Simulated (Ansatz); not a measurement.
## Ga$_{2}$As$_{2}$H: geometry relaxation (part 4 of 4)

The same run, continued: Ga$_{2}$As$_{2}$H (slab, 5 atoms in the cell); DFT PBE, scalar-relativistic, plane waves, PAW, PAW set soft_1, spin-polarised (Ansatz 0.2.0); cutoff 420 eV, 7×7×1 k-mesh, Gaussian smearing of 0.05 eV, collinear spins. The structure derives from an entry of the Crystallography Open Database. The input holds or restrains some coordinates. Forces given for the steps count only the free coordinates.

Geometry of the input (Å; fractional positions):
```
4.0630  0.0000  0.0000
0.0000  4.0630  0.0000
0.0000  0.0000  19.8905
As 0.0000  0.5000  0.2011
Ga 0.5000  0.5000  0.2733
As 0.5000  0.0000  0.3511
Ga 0.0000  0.0000  0.4218
H  0.5000  0.5000  0.4138
```

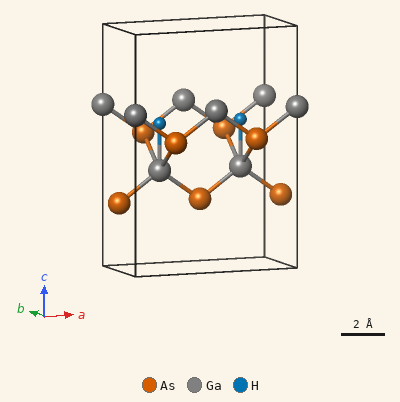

*The geometry at step 4 of the log (ball-and-stick view of the 2 × 1 repeat of the cell, with the vacuum cut short, seen slightly off an axis).*

### Output, continued
```
Per-site moments (μB) at R_I (Å): [(-1.7384231705678053e-6, 1.0263186772635018), (5.5776041417135046e-8, 0.7619292028152372), (-1.3497523062954656e-6, 0.8470727185909943), (-7.731543789795228e-9, 1.0193254582665643), (-1.145447542983732e-6, 0.7619292028152372)]
Free energy (F): -17291.502395 eV
Harris-Foulkes:  -17291.502395 eV  (|F-HF|=1.56e-10)
Internal energy: -17291.499461 eV  (E = F + TS)
E sigma→0 (E₀):  -17291.500928 eV
Entropy (-TS):   -0.002935 eV (-0.587 meV/atom)
Fermi energy:    -1.197860 eV
Dipole field:    D = 0.039025 V/Å  (p = 0.070813 e·Å, saw-weighted, corrected)
Work function:   Φ+ = 4.4880 eV   Φ− = 5.2642 eV
Levels:          The Fermi level and band energies are counted from a zero that moves with the ramp; work functions are not
--- Per-component energies (eV) ---
  E_band       = -1159.041527
  E_kinetic    = 425.831890
  E_local      = -37343.908011  (includes V_loc(G=0)·N_el)
  E_nonlocal   = -978.749547
  E_hartree    = 19012.016922
  E_xc         = -273.583654
  E_vxc        = -266.587667  (∫ρ·V_xc dr)
  E_paw        = -7999.545002  (= ΣΔE_a)
  E_vpaw       = -1019.715847  (= ΣTr[D̂ρ^β])
  E_aug_tail   = -0.001319  (compensation charges beyond the density's cutoff)
  E_efield     = 0.001382  (sawtooth field / dipole correction)
  E_vefield    = 0.055100  (∫n·V_field dr)
  E_ewald      = 9866.437879
  E_smearing   = -0.002935  (= −TS)
  E_closure    = 0.000000  (closes the sum)
  Σ components = -17291.502395   (vs F -17291.502395, Δ=0.00e0)
--- Forces (eV/Å), atoms counted from 1 ---
  atom   1  As     0.00000000     0.00000000     0.75126568
  atom   2  Ga     0.00000000     0.00000000    -1.46533841
  atom   3  As     0.00000000     0.00000000    -0.17813136
  atom   4  Ga     0.00000000     0.00000000     0.89926668
  atom   5  H      0.00000000     0.00000000    -0.00705137
  max |Σ_I F_I| component: 1.12e-5 eV/Å
--- Band table (eV; the first three rows and the last of 32) ---
  k-point 0 ↑: bands = ["-37.1092", "-37.1019", "-37.0202", "-36.9560", "-36.9416", "-36.3186", "-36.3058", "-36.2933", "-36.2620", "-36.2560", "-16.1761", "-16.0666", "-16.0614", "-16.0547", "-16.0345", "-16.0194", "-16.0045", "-15.9730", "-15.9515", "-15.9017", "-13.8429", "-11.5446", "-7.2064", "-4.2160", "-3.6860", "-3.6452", "-3.4954", "-1.8993", "-1.0391", "-0.6636", "0.4097", "1.1174", "2.4953", "3.1621", "3.4145"]
  k-point 1 ↑: bands = ["-37.1088", "-37.1019", "-37.0203", "-36.9560", "-36.9415", "-36.3185", "-36.3058", "-36.2934", "-36.2620", "-36.2560", "-16.1765", "-16.0693", "-16.0623", "-16.0511", "-16.0439", "-16.0191", "-15.9970", "-15.9709", "-15.9515", "-15.9029", "-13.6921", "-11.5087", "-7.2703", "-5.8474", "-3.7504", "-3.3972", "-1.8896", "-1.8391", "-1.2082", "-0.6217", "0.5629", "0.8462", "1.8444", "3.2859", "3.5092"]
  k-point 2 ↑: bands = ["-37.1080", "-37.1021", "-37.0204", "-36.9560", "-36.9414", "-36.3181", "-36.3059", "-36.2934", "-36.2620", "-36.2560", "-16.1785", "-16.0725", "-16.0644", "-16.0599", "-16.0409", "-16.0185", "-15.9898", "-15.9651", "-15.9515", "-15.9054", "-13.2739", "-11.4595", "-8.1571", "-6.3799", "-3.6270", "-3.1423", "-2.5878", "-1.8935", "-0.7755", "-0.0708", "0.6493", "1.1553", "2.0067", "3.3917", "3.7178"]
  k-point 15 ↓: bands = ["-37.1071", "-37.1022", "-37.0207", "-36.9564", "-36.9404", "-36.3174", "-36.3061", "-36.2935", "-36.2623", "-36.2553", "-16.1586", "-16.1054", "-16.0816", "-16.0660", "-16.0314", "-16.0164", "-15.9932", "-15.9630", "-15.9169", "-15.9157", "-12.1167", "-10.6998", "-9.1801", "-7.2744", "-5.6608", "-4.3006", "-2.6198", "-2.2131", "-1.3944", "-0.9494", "0.2887", "1.8880", "3.2221", "3.8325", "4.5216"]
--- Relaxed structure (7 steps of the walk, 7 accepted, 0 SCFs on fresh bases) ---
  F+E_penalty+E_count = -17291.50239536 eV   max|allowed force component| = 7.051e-3 eV/Å
  atoms:
    - { symbol: As, position: [0.0, 0.5, 0.20110104169999998] }
    - { symbol: Ga, position: [0.5, 0.5, 0.2733201266] }
    - { symbol: As, position: [0.5, 0.0, 0.35110196799999993] }
    - { symbol: Ga, position: [0.0, 0.0, 0.4218345051] }
    - { symbol: H, position: [0.5, 0.5, 0.36618361532790716] }
--- Löwdin populations: 5 sites ---
  site symbol       q [e]    m [muB]
     0     As     15.0133    -0.0000
     1     Ga     12.9818     0.0000
     2     As     14.9357    -0.0000
     3     Ga     12.9252     0.0000
     4      H      1.0113    -0.0000
  spilling = 0.002328 (of n_electrons = 57.000000)
```

### File populations.tsv
```
# site	symbol	l	j	q_up	q_dn
# orbitals = lowdin
# n_electrons = 57.000000
# spilling = 0.002328
0	As	0_4S	-	0.868315	0.868315
0	As	1_4P	-	1.638477	1.638481
0	As	2_3D	-	4.999850	4.999850
1	Ga	0_4S	-	0.583914	0.583913
1	Ga	1_4P	-	0.911983	0.911982
1	Ga	2_3D	-	4.994985	4.994985
2	As	0_4S	-	0.796800	0.796800
2	As	1_4P	-	1.671374	1.671378
2	As	2_3D	-	4.999689	4.999689
3	Ga	0_4S	-	0.796658	0.796659
3	Ga	1_4P	-	0.668300	0.668299
3	Ga	2_3D	-	4.997664	4.997664
4	H	0_1S	-	0.505648	0.505649
```

### Trajectory as extended XYZ (Å, eV, eV/Å), 7 frames, from step=1 to step=7
```
5
Lattice="4.0630 0.0000 0.0000 0.0000 4.0630 0.0000 0.0000 0.0000 19.8905" Properties=species:S:1:pos:R:3:forces:R:3 step=1 energy=-17291.03291
As    0.0000    2.0315    4.0000    0.0000   0.0000   0.7297
Ga    2.0315    2.0315    5.4365    0.0000   0.0000  -0.9060
As    2.0315    0.0000    6.9836    0.0000   0.0000   0.0855
Ga    0.0000    0.0000    8.3905    0.0000   0.0000   0.4339
H     2.0315    2.0315    8.2305    0.0000   0.0000  -0.3431
5
Lattice="4.0630 0.0000 0.0000 0.0000 4.0630 0.0000 0.0000 0.0000 19.8905" Properties=species:S:1:pos:R:3:forces:R:3 step=2 energy=-17291.11887
As    0.0000    2.0315    4.0000    0.0000   0.0000   0.7749
Ga    2.0315    2.0315    5.4365    0.0000   0.0000  -1.0727
As    2.0315    0.0000    6.9836    0.0000   0.0000   0.2621
Ga    0.0000    0.0000    8.3905    0.0000   0.0000   0.5545
H     2.0315    2.0315    8.0355    0.0000   0.0000  -0.5189
5
Lattice="4.0630 0.0000 0.0000 0.0000 4.0630 0.0000 0.0000 0.0000 19.8905" Properties=species:S:1:pos:R:3:forces:R:3 step=3 energy=-17291.23116
As    0.0000    2.0315    4.0000    0.0000   0.0000   0.8260
Ga    2.0315    2.0315    5.4365    0.0000   0.0000  -1.1566
As    2.0315    0.0000    6.9836    0.0000   0.0000   0.2865
Ga    0.0000    0.0000    8.3905    0.0000   0.0000   0.6970
H     2.0315    2.0315    7.8405    0.0000   0.0000  -0.6529
5
Lattice="4.0630 0.0000 0.0000 0.0000 4.0630 0.0000 0.0000 0.0000 19.8905" Properties=species:S:1:pos:R:3:forces:R:3 step=4 energy=-17291.36224
As    0.0000    2.0315    4.0000    0.0000   0.0000   0.8415
Ga    2.0315    2.0315    5.4365    0.0000   0.0000  -1.1837
As    2.0315    0.0000    6.9836    0.0000   0.0000   0.1607
Ga    0.0000    0.0000    8.3905    0.0000   0.0000   0.8137
H     2.0315    2.0315    7.6455    0.0000   0.0000  -0.6321
5
Lattice="4.0630 0.0000 0.0000 0.0000 4.0630 0.0000 0.0000 0.0000 19.8905" Properties=species:S:1:pos:R:3:forces:R:3 step=5 energy=-17291.46526
As    0.0000    2.0315    4.0000    0.0000   0.0000   0.8116
Ga    2.0315    2.0315    5.4365    0.0000   0.0000  -1.2545
As    2.0315    0.0000    6.9836    0.0000   0.0000  -0.0336
Ga    0.0000    0.0000    8.3905    0.0000   0.0000   0.8731
H     2.0315    2.0315    7.4505    0.0000   0.0000  -0.3966
5
Lattice="4.0630 0.0000 0.0000 0.0000 4.0630 0.0000 0.0000 0.0000 19.8905" Properties=species:S:1:pos:R:3:forces:R:3 step=6 energy=-17291.50129
As    0.0000    2.0315    4.0000    0.0000   0.0000   0.7385
Ga    2.0315    2.0315    5.4365    0.0000   0.0000  -1.5291
As    2.0315    0.0000    6.9836    0.0000   0.0000  -0.1969
Ga    0.0000    0.0000    8.3905    0.0000   0.0000   0.8997
H     2.0315    2.0315    7.2555    0.0000   0.0000   0.0879
5
Lattice="4.0630 0.0000 0.0000 0.0000 4.0630 0.0000 0.0000 0.0000 19.8905" Properties=species:S:1:pos:R:3:forces:R:3 step=7 energy=-17291.50239
As    0.0000    2.0315    4.0000    0.0000   0.0000   0.7513
Ga    2.0315    2.0315    5.4365    0.0000   0.0000  -1.4653
As    2.0315    0.0000    6.9836    0.0000   0.0000  -0.1781
Ga    0.0000    0.0000    8.3905    0.0000   0.0000   0.8993
H     2.0315    2.0315    7.2836    0.0000   0.0000  -0.0071
```

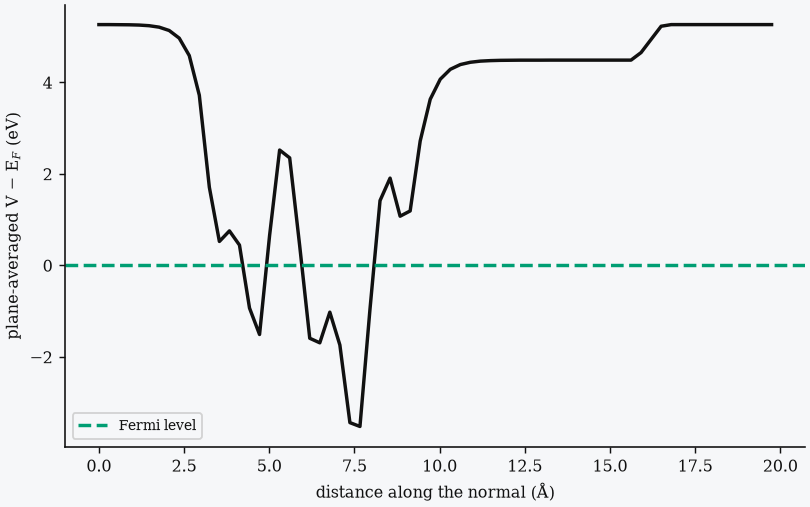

*Plane average of the electrostatic potential energy of an electron across the cell, from the Fermi level.*

The vacuum level lies 4.49 eV above the Fermi level on the upper side and 5.26 eV on the lower.

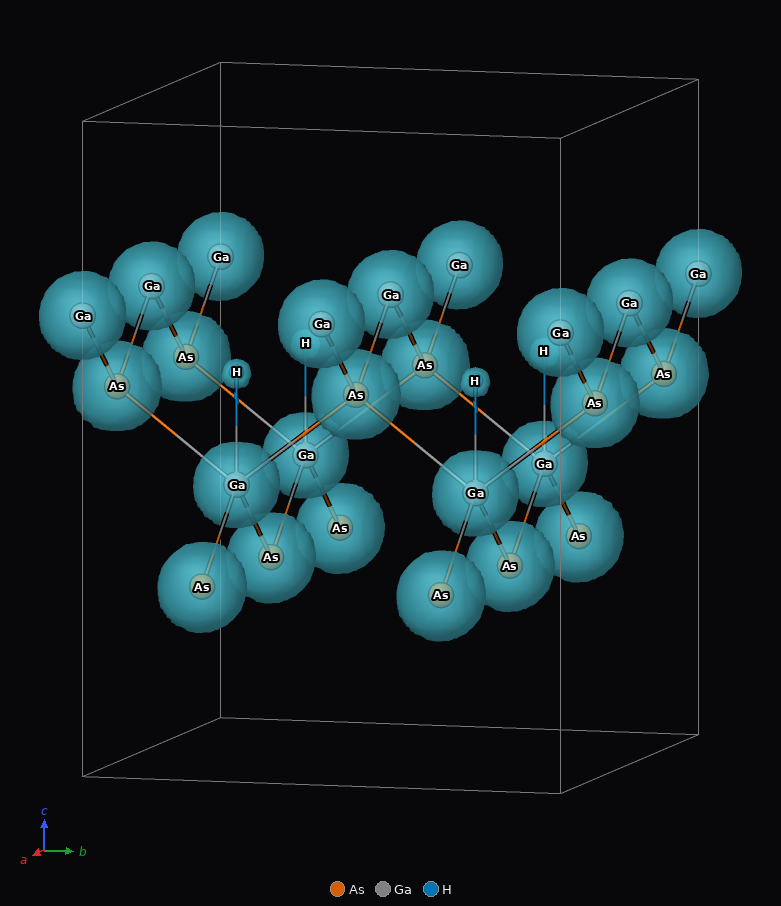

*Isosurface of the valence charge density (pseudo) at 1 e/Å³ (cyan), seen slightly off an axis. Sticks mark near contacts.*

At this value the density breaks into separate islands; it holds about 70 % of the electrons treated as valence (semicore included). It is pinched off along the Ga–H (1.85 Å), Ga–As (2.47 Å) and Ga–As (2.55 Å) contacts. On the grid the lowest density along these lines, outside the cores, is 0.39 e/Å³ (Ga–H, 1.85 Å), 0.46 e/Å³ (Ga–As, 2.47 Å) and 0.35 e/Å³ (Ga–As, 2.55 Å). In a PAW calculation such maps are meaningful between the atoms, not at the nuclei.

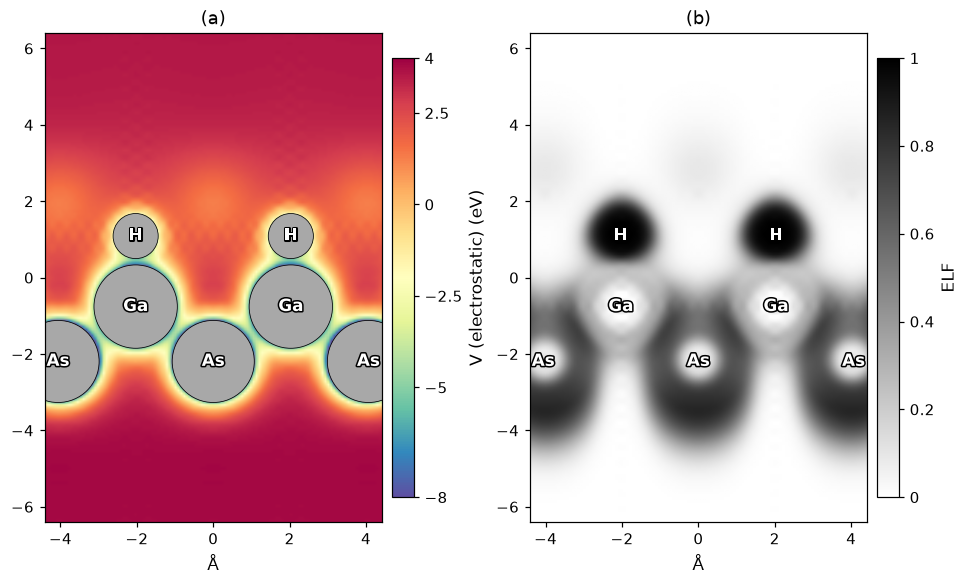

*(a) electrostatic potential (local pseudopotential plus Hartree) felt by an electron; (b) ELF on the (010) plane of the calculation cell, a cut from vacuum to vacuum. Grey discs, where drawn, cover atomic cores.*

Atoms in the plane: As, Ga and H. Ga–H (1.85 Å): the ELF climbs to about 1 towards the hydrogen, as it does in any bond to H. Ga–As (2.49 Å): the ELF is about 0.70 at the midpoint.

### Results in brief

- outcome: converged under the restraints of the input
- electrons treated: 57
- free energy: −17291.5024 eV
- work function, top face: 4.49 eV
- work function, bottom face: 5.26 eV
- Fermi energy: −1.198 eV
- gap on the k-point mesh: none (metallic)
- net moment of the cell: 0.00 μB
- integrated absolute moment: 0.00 μB
- final volume: 328.35 Å³
- work function (upper face): 4.49 eV
- largest force (length of the vector) at the end, held atoms and coordinates included: 1.465 eV/Å
- wall time: 4.2 min (CPU time 8.4 min)
- peak memory: 0.7 GiB

### Notes

Warnings of the run: some starting moments were not kept; the exchange-correlation potential is rough where the density is thin.
